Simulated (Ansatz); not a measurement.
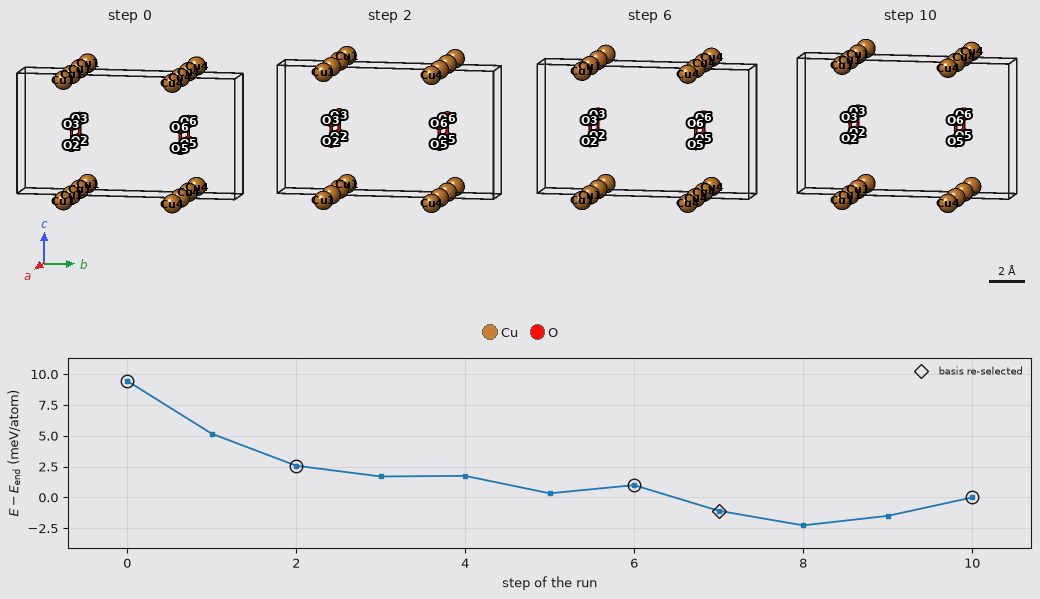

Frames of a relaxation of solid CuO₂ (set up in Pmmm), marked on the history of the run. A ball-and-stick model of the cell of the calculation, seen slightly off an axis.

Case: antiferromagnetic, doubled cell, propagation vector (0, 1/2, 0).

Method: DFT PBE, scalar-relativistic, plane waves, PAW (Ansatz). Settings: plane-wave cutoff 420 eV; k-point mesh 18 × 4 × 6; occupations gaussian; smearing width 0.1 eV; collinear spin; cell and atoms relaxed; force threshold 0.01 eV/Å; at most 60 steps.

What happens along the run?

Answer. The run was cut off at its time limit before the relaxation converged, so the last structure is only a point on the way. Over 9 accepted moves (10 points after the start) the energy falls by 9.5 meV per atom. Largest force component: 0.72 eV/Å at the start, 0.044 eV/Å at the end. Pressure: −0.62 GPa at the start and 0.00 GPa at the end. The SCF was repeated once at an unchanged geometry on a basis and grid sized afresh for the cell, which shifted the energy by 2.1 meV per atom at most. The largest moves relative to the cell, 0.083 Å, are those of O2, O3, O5 and O6. O2 goes along +c. Cu stays in place. The volume changes by +6.5 %, with a 2.421 → 2.367 Å (−2.3 %), b 12.892 → 12.519 Å (−2.9 %), c 7.067 → 7.926 Å (+12.1 %). Among the contacts that change: Cu1–Cu1 2.421 → 2.367 Å, O2–O3 1.238 → 1.222 Å. The space group stays Pmmm (No. 47). The run took 7.6 min on 1 thread of Intel(R) Xeon(R) 6975P-C (Granite Rapids) (shared host), peak memory 1.4 GiB. From step 0 to 2: O atoms move most (0.05 Å), volume +2.7 %, energy −6.9 meV per atom. From step 2 to 6: volume −0.9 %, energy −1.6 meV per atom. From step 6 to 10: O atoms move most (0.03 Å), volume +4.5 %, energy −1.0 meV per atom.
